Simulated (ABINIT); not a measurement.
# Run report: HgTe, phonon bands calculation (part 3 of 4)

HgTe (2 atoms in the cell); Kohn-Sham DFT of a periodic cell, PBE, SPMS NC PBE v1.0, no spin polarisation (ABINIT 10.8.3); cutoff 707.5 eV, 4×4×4 k-mesh, fermi-dirac of 0.05 eV. The structure derives from an entry of the Crystallography Open Database.

Geometry of the input (Å; fractional positions):
```
0.0000  3.2145  3.2145
3.2145  0.0000  3.2145
3.2145  3.2145  0.0000
Hg 0.0000  0.0000  0.0000
Te 0.7500  0.7500  0.7500
```

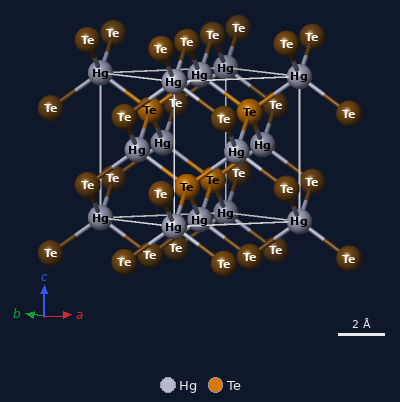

*The structure as given in the input (ball-and-stick view of the cell 4 times as large as that of the calculation, set on its symmetry axes, seen at an oblique angle; neighbours outside the cell are drawn fainter). An atom can appear more than once, as a periodic image.*

Output, continued
```
     iter   2DEtotal(Ha)        deltaE(Ha) residm    vres2
-ETOT  1   5.1677230457543     -8.752E+03 1.230E+01 5.482E+02
 ETOT  2   3.3055366982015     -1.862E+00 6.238E-02 3.710E+01
 ETOT  3   3.2854075298172     -2.013E-02 1.176E-03 4.909E+00
 ETOT  4   3.2841448669323     -1.263E-03 2.163E-04 2.265E-01
 ETOT  5   3.2840535553013     -9.131E-05 1.198E-05 3.724E-02
 ETOT  6   3.2840460981650     -7.457E-06 1.394E-06 6.734E-03
 ETOT  7   3.2840443880531     -1.710E-06 1.362E-07 2.645E-04
 ETOT  8   3.2840443318499     -5.620E-08 1.596E-08 1.792E-05
 ETOT  9   3.2840443288868     -2.963E-09 1.525E-09 6.820E-07
 ETOT 10   3.2840443286740     -2.128E-10 1.962E-10 4.400E-08
 ETOT 11   3.2840443284502     -2.237E-10 1.994E-11 1.267E-08
 ETOT 12   3.2840443284884      3.820E-11 2.304E-12 2.133E-10

 At SCF step   12       vres2   =  2.13E-10 < tolvrs=  1.00E-09 =>converged.
================================================================================

 ----iterations are completed or convergence reached----

 Mean square residual over all n,k,spin=   50.544E-16; max=  23.036E-13

 2DEtotal=    0.3284044328E+01 Ha. Also 2DEtotal=    0.893633986714E+02 eV
    (2DErelax=   -8.7535632346E+03 Ha. 2DEnonrelax=    8.7568472789E+03 Ha)
    (  non-var. 2DEtotal :    3.2840473510E+00 Ha)

--------------------------------------------------------------------------------
 Perturbation wavevector (in red.coord.)   0.500000  0.000000  0.000000
 Perturbation : displacement of atom   2   along direction   1
 Found     2 symmetries that leave the perturbation invariant.
 symkpt : the number of k-points, thanks to the symmetries,
 is reduced to   144 .

--------------------------------------------------------------------------------

--------------------------------------------------------------------------------

 dfpt_looppert : total number of electrons, from k and k+q
  fully or partially occupied states are    3.600000E+01 and    3.600000E+01.
 Initialisation of the first-order wave-functions :
  ireadwf=   0

--- !BeginCycle
iteration_state: {dtset: 3, }
solver: {iscf: 7, nstep: 80, nline: 4, wfoptalg: 0, }
tolerances: {tolvrs: 1.00E-09, }
...

     iter   2DEtotal(Ha)        deltaE(Ha) residm    vres2
-ETOT  1   11.230354598051     -2.487E+04 8.426E+01 2.359E+03
 ETOT  2   6.4084130013767     -4.822E+00 1.244E-01 2.397E+02
 ETOT  3   6.3647760780046     -4.364E-02 3.275E-03 1.380E+02
 ETOT  4   6.3536561358602     -1.112E-02 3.420E-04 2.469E+01
 ETOT  5   6.3521595754943     -1.497E-03 8.001E-05 4.152E+00
 ETOT  6   6.3519034244424     -2.562E-04 1.439E-05 6.682E-01
 ETOT  7   6.3518314912950     -7.193E-05 4.246E-06 5.344E-03
 ETOT  8   6.3518308649915     -6.263E-07 2.289E-07 5.965E-04
 ETOT  9   6.3518306292905     -2.357E-07 4.043E-08 8.089E-05
 ETOT 10   6.3518306198790     -9.411E-09 3.131E-09 1.083E-05
 ETOT 11   6.3518306188167     -1.062E-09 4.507E-10 1.116E-06
 ETOT 12   6.3518306187949     -2.183E-11 4.101E-11 2.030E-07
 ETOT 13   6.3518306186894     -1.055E-10 6.940E-12 1.104E-08
 ETOT 14   6.3518306187476      5.821E-11 6.212E-13 1.539E-09
 ETOT 15   6.3518306187840      3.638E-11 1.111E-13 1.050E-10

 At SCF step   15       vres2   =  1.05E-10 < tolvrs=  1.00E-09 =>converged.
================================================================================

 ----iterations are completed or convergence reached----

 Mean square residual over all n,k,spin=   26.680E-17; max=  11.114E-14

 2DEtotal=    0.6351830619E+01 Ha. Also 2DEtotal=    0.172842116337E+03 eV
    (2DErelax=   -2.4875119850E+04 Ha. 2DEnonrelax=    2.4881471681E+04 Ha)
    (  non-var. 2DEtotal :    6.3518337466E+00 Ha)

--------------------------------------------------------------------------------
 Perturbation wavevector (in red.coord.)   0.500000  0.000000  0.000000
 Perturbation : displacement of atom   2   along direction   2
 The set of symmetries contains only one element for this perturbation.
 symkpt : not enough symmetry to change the number of k points.

--------------------------------------------------------------------------------

--------------------------------------------------------------------------------

 dfpt_looppert : total number of electrons, from k and k+q
  fully or partially occupied states are    3.600000E+01 and    3.600000E+01.
 Initialisation of the first-order wave-functions :
  ireadwf=   0

--- !BeginCycle
iteration_state: {dtset: 3, }
solver: {iscf: 7, nstep: 80, nline: 4, wfoptalg: 0, }
tolerances: {tolvrs: 1.00E-09, }
...

     iter   2DEtotal(Ha)        deltaE(Ha) residm    vres2
-ETOT  1   9.2556695288246     -2.457E+04 8.395E+01 3.382E+02
 ETOT  2   4.5727198775918     -4.683E+00 1.599E-01 6.100E+01
 ETOT  3   4.5438406774180     -2.888E-02 2.559E-03 5.805E+00
 ETOT  4   4.5424719700665     -1.369E-03 2.205E-04 3.367E-01
 ETOT  5   4.5423857813354     -8.619E-05 3.252E-05 5.017E-02
 ETOT  6   4.5423776007725     -8.181E-06 1.352E-06 5.210E-03
 ETOT  7   4.5423744405804     -3.160E-06 3.932E-07 2.386E-04
 ETOT  8   4.5423744117239     -2.886E-08 1.551E-08 1.681E-05
 ETOT  9   4.5423744094429     -2.281E-09 4.499E-09 1.019E-06
 ETOT 10   4.5423744094720      2.910E-11 1.955E-10 1.755E-08
 ETOT 11   4.5423744094611     -1.091E-11 4.864E-11 3.994E-10

 At SCF step   11       vres2   =  3.99E-10 < tolvrs=  1.00E-09 =>converged.
================================================================================

 ----iterations are completed or convergence reached----

 Mean square residual over all n,k,spin=   71.128E-15; max=  48.640E-12

 2DEtotal=    0.4542374409E+01 Ha. Also 2DEtotal=    0.123604304530E+03 eV
    (2DErelax=   -2.4572221446E+04 Ha. 2DEnonrelax=    2.4576763821E+04 Ha)
    (  non-var. 2DEtotal :    4.5423695058E+00 Ha)

================================================================================

 ---- first-order wavefunction calculations are completed ----

 ==> Compute Derivative Database <==

  Dynamical matrix, in cartesian coordinates,
   if specified in the inputs, asr has been imposed
     j1       j2             matrix element
  dir pert dir pert     real part    imaginary part

   1    1   1    1         0.0517865166        -0.0000000000
   1    1   2    1        -0.0072870473         0.0000000000
   1    1   3    1        -0.0072870473         0.0000000000
   1    1   1    2         0.0244228398         0.0000000004
   1    1   2    2         0.0271814011        -0.0000000004
   1    1   3    2         0.0271814011        -0.0000000004

   2    1   1    1        -0.0072870473         0.0000000000
   2    1   2    1         0.0517865166        -0.0000000000
   2    1   3    1         0.0072870473        -0.0000000000
   2    1   1    2         0.0271814011        -0.0000000004
   2    1   2    2         0.0244228398         0.0000000004
   2    1   3    2        -0.0271814011         0.0000000004

   3    1   1    1        -0.0072870473         0.0000000000
   3    1   2    1         0.0072870473        -0.0000000000
   3    1   3    1         0.0517865166        -0.0000000000
   3    1   1    2         0.0271814011        -0.0000000004
   3    1   2    2        -0.0271814011         0.0000000004
   3    1   3    2         0.0244228398         0.0000000004

   1    2   1    1         0.0244229514        -0.0000000004
   1    2   2    1         0.0271814975         0.0000000004
   1    2   3    1         0.0271814975         0.0000000004
   1    2   1    2         0.0738092501         0.0000000000
   1    2   2    2        -0.0122592655        -0.0000000000
   1    2   3    2        -0.0122592655        -0.0000000000

   2    2   1    1         0.0271814975         0.0000000004
   2    2   2    1         0.0244229514        -0.0000000004
   2    2   3    1        -0.0271814975        -0.0000000004
   2    2   1    2        -0.0122592655        -0.0000000000
   2    2   2    2         0.0738092501         0.0000000000
   2    2   3    2         0.0122592655         0.0000000000

   3    2   1    1         0.0271814975         0.0000000004
   3    2   2    1        -0.0271814975        -0.0000000004
   3    2   3    1         0.0244229514        -0.0000000004
   3    2   1    2        -0.0122592655        -0.0000000000
   3    2   2    2         0.0122592655         0.0000000000
   3    2   3    2         0.0738092501         0.0000000000

  Phonon wavevector (reduced coordinates) :  0.50000  0.00000  0.00000
 Phonon energies in Hartree :
   4.821873E-05  4.821873E-05  3.790932E-04  6.196694E-04  6.196694E-04
   6.786058E-04
 Phonon frequencies in cm-1    :
   1.058279E+01  1.058279E+01  8.320133E+01  1.360017E+02  1.360017E+02
   1.489368E+02

================================================================================
== DATASET  4 ==================================================================

--- !DatasetInfo
iteration_state: {dtset: 4, }
dimensions: {natom: 2, nkpt: 256, mband: 26, nsppol: 1, nspinor: 1, nspden: 1, mpw: 2846, }
cutoff_energies: {ecut:  26.0, pawecutdg:  -1.0, }
electrons: {nelect:   3.60000000E+01, charge:   0.00000000E+00, occopt:   3.00000000E+00, tsmear:   1.83747000E-03, }
meta: {optdriver: 1, rfphon: 1, }
...

 mkfilename : getwfk/=0, take file _WFK from output of DATASET   1.

 Exchange-correlation functional for the present dataset will be:
  GGA: Perdew-Burke-Ernzerhof functional - ixc=11
  J.P.Perdew, K.Burke, M.Ernzerhof, PRL 77, 3865 (1996)

 Real(R)+Recip(G) space primitive vectors, cartesian coordinates (Bohr,Bohr^-1):
 R(1)=  0.0000000  6.0745246  6.0745246  G(1)= -0.0823110  0.0823110  0.0823110
 R(2)=  6.0745246  0.0000000  6.0745246  G(2)=  0.0823110 -0.0823110  0.0823110
 R(3)=  6.0745246  6.0745246  0.0000000  G(3)=  0.0823110  0.0823110 -0.0823110
 Unit cell volume ucvol=  4.4829809E+02 bohr^3
 Angles (23,13,12)=  6.00000000E+01  6.00000000E+01  6.00000000E+01 degrees
 setup1 : take into account q-point for computing boxcut.

 getcut: wavevector=  0.5000  0.5000  0.0000  ngfft=  40  40  40
         ecut(hartree)=     26.000   => boxcut(ratio)=   1.97846

--- Pseudopotential description ------------------------------------------------
- pspini: atom type   1  psp file is ./80_Hg_20_1.9_2.5_pbe_n_v1.0.psp8
  80.00000  20.00000    220729                znucl, zion, pspdat
    8   11    3    4       600   0.00000      pspcod,pspxc,lmax,lloc,mmax,r2well
    5.99000000000000    5.00000000000000    0.00000000000000   rchrg,fchrg,qchrg
     nproj     2     2     2     1
     extension_switch     1

- pspini: atom type   2  psp file is ./52_Te_16_2.3_2.3_pbe_n_v1.0.psp8
  52.00000  16.00000    220731                znucl, zion, pspdat
    8   11    2    4       600   0.00000      pspcod,pspxc,lmax,lloc,mmax,r2well
    5.99000000000000    5.00000000000000    0.00000000000000   rchrg,fchrg,qchrg
     nproj     2     2     2
     extension_switch     1

--------------------------------------------------------------------------------

 ==>  initialize data related to q vector <==

 The list of irreducible perturbations for this q vector is:
    1)    idir= 1    ipert=   1
    2)    idir= 1    ipert=   2

================================================================================

 The perturbation idir=   2  ipert=   1 is
 symmetric of a previously calculated perturbation.
 So, its SCF calculation is not needed.

 The perturbation idir=   3  ipert=   1 is
 symmetric of a previously calculated perturbation.
 So, its SCF calculation is not needed.

 The perturbation idir=   2  ipert=   2 is
 symmetric of a previously calculated perturbation.
 So, its SCF calculation is not needed.

 The perturbation idir=   3  ipert=   2 is
 symmetric of a previously calculated perturbation.
 So, its SCF calculation is not needed.

--------------------------------------------------------------------------------
 Perturbation wavevector (in red.coord.)   0.500000  0.500000  0.000000
 Perturbation : displacement of atom   1   along direction   1
 The set of symmetries contains only one element for this perturbation.
 symkpt : not enough symmetry to change the number of k points.

--------------------------------------------------------------------------------

--------------------------------------------------------------------------------

 dfpt_looppert : total number of electrons, from k and k+q
  fully or partially occupied states are    3.600000E+01 and    3.600000E+01.
 Initialisation of the first-order wave-functions :
  ireadwf=   0

--- !BeginCycle
iteration_state: {dtset: 4, }
solver: {iscf: 7, nstep: 80, nline: 4, wfoptalg: 0, }
tolerances: {tolvrs: 1.00E-09, }
...

     iter   2DEtotal(Ha)        deltaE(Ha) residm    vres2
-ETOT  1   7.4888312861273     -9.059E+03 1.279E+01 1.180E+04
 ETOT  2   4.2437291915300     -3.245E+00 3.876E-01 2.058E+02
 ETOT  3   4.2102999412397     -3.343E-02 4.411E-03 1.122E+02
 ETOT  4   4.1998013649951     -1.050E-02 7.641E-03 1.448E+01
 ETOT  5   4.1985405048268     -1.261E-03 2.305E-04 2.772E+00
 ETOT  6   4.1982688456970     -2.717E-04 3.079E-04 7.767E-02
 ETOT  7   4.1982592953806     -9.550E-06 1.150E-05 4.329E-03
 ETOT  8   4.1982585567781     -7.386E-07 1.354E-05 5.408E-04
 ETOT  9   4.1982584100039     -1.468E-07 5.041E-07 1.776E-05
 ETOT 10   4.1982584080430     -1.961E-09 6.270E-07 4.507E-07
 ETOT 11   4.1982584080048     -3.820E-11 2.346E-08 2.657E-08
 ETOT 12   4.1982584080775      7.276E-11 2.832E-08 2.239E-09
 ETOT 13   4.1982584075173     -5.602E-10 1.093E-09 4.384E-10

 At SCF step   13       vres2   =  4.38E-10 < tolvrs=  1.00E-09 =>converged.
================================================================================

 ----iterations are completed or convergence reached----

 Mean square residual over all n,k,spin=   13.963E-13; max=  10.927E-10

 2DEtotal=    0.4198258408E+01 Ha. Also 2DEtotal=    0.114240431087E+03 eV
    (2DErelax=   -9.0620469715E+03 Ha. 2DEnonrelax=    9.0662452299E+03 Ha)
    (  non-var. 2DEtotal :    4.1982508809E+00 Ha)

--------------------------------------------------------------------------------
 Perturbation wavevector (in red.coord.)   0.500000  0.500000  0.000000
 Perturbation : displacement of atom   2   along direction   1
 The set of symmetries contains only one element for this perturbation.
 symkpt : not enough symmetry to change the number of k points.

--------------------------------------------------------------------------------

--------------------------------------------------------------------------------

 dfpt_looppert : total number of electrons, from k and k+q
  fully or partially occupied states are    3.600000E+01 and    3.600000E+01.
 Initialisation of the first-order wave-functions :
  ireadwf=   0

--- !BeginCycle
iteration_state: {dtset: 4, }
solver: {iscf: 7, nstep: 80, nline: 4, wfoptalg: 0, }
tolerances: {tolvrs: 1.00E-09, }
...

     iter   2DEtotal(Ha)        deltaE(Ha) residm    vres2
-ETOT  1   11.057837344207     -2.476E+04 8.407E+01 6.507E+02
 ETOT  2   6.3397724766976     -4.718E+00 1.087E+00 1.004E+02
 ETOT  3   6.2956454253210     -4.413E-02 1.333E-02 2.037E+01
 ETOT  4   6.2926557424064     -2.990E-03 4.834E-03 4.662E+00
 ETOT  5   6.2922349891771     -4.208E-04 4.346E-04 7.975E-01
 ETOT  6   6.2921612460552     -7.374E-05 1.542E-04 2.003E-01
 ETOT  7   6.2921328289297     -2.842E-05 1.690E-05 3.445E-03
 ETOT  8   6.2921324343690     -3.946E-07 8.149E-06 4.799E-04
 ETOT  9   6.2921323027688     -1.316E-07 8.145E-07 5.348E-05
 ETOT 10   6.2921322941031     -8.666E-09 4.071E-07 1.467E-06
 ETOT 11   6.2921322938157     -2.874E-10 3.917E-08 5.415E-08
 ETOT 12   6.2921322937721     -4.366E-11 1.946E-08 3.588E-09
 ETOT 13   6.2921322939212      1.492E-10 2.346E-09 2.606E-10

 At SCF step   13       vres2   =  2.61E-10 < tolvrs=  1.00E-09 =>converged.
================================================================================

 ----iterations are completed or convergence reached----

 Mean square residual over all n,k,spin=   27.535E-13; max=  23.456E-10

 2DEtotal=    0.6292132294E+01 Ha. Also 2DEtotal=    0.171217642161E+03 eV
    (2DErelax=   -2.4768486377E+04 Ha. 2DEnonrelax=    2.4774778509E+04 Ha)
    (  non-var. 2DEtotal :    6.2921237010E+00 Ha)

================================================================================

 ---- first-order wavefunction calculations are completed ----

 ==> Compute Derivative Database <==

  Dynamical matrix, in cartesian coordinates,
   if specified in the inputs, asr has been imposed
     j1       j2             matrix element
  dir pert dir pert     real part    imaginary part

   1    1   1    1         0.0416977750         0.0000000000
   1    1   2    2        -0.0584414843        -0.0000000002

   2    1   2    1         0.0416977750         0.0000000000
   2    1   1    2        -0.0584414843        -0.0000000002

   3    1   3    1         0.0720764262         0.0000000000

   1    2   2    1        -0.0584414843         0.0000000002
   1    2   1    2         0.0785350389         0.0000000000

   2    2   1    1        -0.0584414843         0.0000000002
   2    2   2    2         0.0785350389         0.0000000000

   3    2   3    2         0.0919839196         0.0000000000

  Phonon wavevector (reduced coordinates) :  0.50000  0.50000  0.00000
 Phonon energies in Hartree :
  -6.027109E-05 -6.027109E-05  4.439785E-04  6.288551E-04  6.747652E-04
   6.747652E-04
 Phonon frequencies in cm-1    :
  -1.322798E+01 -1.322798E+01  9.744202E+01  1.380177E+02  1.480938E+02
   1.480938E+02

== END DATASET(S) ==============================================================
================================================================================

 -outvars: echo values of variables after computation  --------
            acell      1.8897261259E+00  1.8897261259E+00  1.8897261259E+00 Bohr
           etotal1    -2.6285493610E+02
           etotal2     3.2841865352E+00
           etotal3     4.5423744095E+00
           etotal4     6.2921322939E+00
            fcart1     3.5461477385E-28  3.5461477385E-28 -1.0638443215E-27
                      -3.5461477385E-28 -3.5461477385E-28  1.0638443215E-27
            fcart2     0.0000000000E+00  0.0000000000E+00  0.0000000000E+00
                       0.0000000000E+00  0.0000000000E+00  0.0000000000E+00
            fcart3     0.0000000000E+00  0.0000000000E+00  0.0000000000E+00
                       0.0000000000E+00  0.0000000000E+00  0.0000000000E+00
            fcart4     0.0000000000E+00  0.0000000000E+00  0.0000000000E+00
                       0.0000000000E+00  0.0000000000E+00  0.0000000000E+00
            rprim      0.0000000000E+00  3.2145000000E+00  3.2145000000E+00
                       3.2145000000E+00  0.0000000000E+00  3.2145000000E+00
                       3.2145000000E+00  3.2145000000E+00  0.0000000000E+00
           strten1    -1.5380824935E-04 -1.5380824935E-04 -1.5380824935E-04
                       0.0000000000E+00  0.0000000000E+00  0.0000000000E+00
           strten2     0.0000000000E+00  0.0000000000E+00  0.0000000000E+00
                       0.0000000000E+00  0.0000000000E+00  0.0000000000E+00
           strten3     0.0000000000E+00  0.0000000000E+00  0.0000000000E+00
                       0.0000000000E+00  0.0000000000E+00  0.0000000000E+00
           strten4     0.0000000000E+00  0.0000000000E+00  0.0000000000E+00
                       0.0000000000E+00  0.0000000000E+00  0.0000000000E+00
           xangst      0.0000000000E+00  0.0000000000E+00  0.0000000000E+00
                       4.8217500000E+00  4.8217500000E+00  4.8217500000E+00
             xred      0.0000000000E+00  0.0000000000E+00  0.0000000000E+00
                       7.5000000000E-01  7.5000000000E-01  7.5000000000E-01
 Calculation completed.
```

File anaddb.abo
```
.Version 10.8.3 of ANADDB
================================================================================

 -outvars_anaddb: echo values of input variables ----------------------

 Flags :
     ifcflag         1
 Miscellaneous information :
         asr         1
      chneut         0
 Interatomic Force Constants Inputs :
      dipdip         0
     dipquad         0
    quadquad         0
      ifcana         0
      ifcout         0
 Description of grid 1 :
        brav         1
       ngqpt         2         2         2
      nqshft         1
      q1shft
                     0.00000000E+00  0.00000000E+00  0.00000000E+00
 Phonon DOS information :
   dosdeltae  2.00000000E-05
    dossmear  4.55633525E-06
 Description of grid 2 (Fourier interp. or BZ sampling):
      ng2qpt        20        20        20
      ngrids         4
      q2shft         0.00000000E+00  0.00000000E+00  0.00000000E+00

================================================================================

 read the DDB information and perform some checks
```
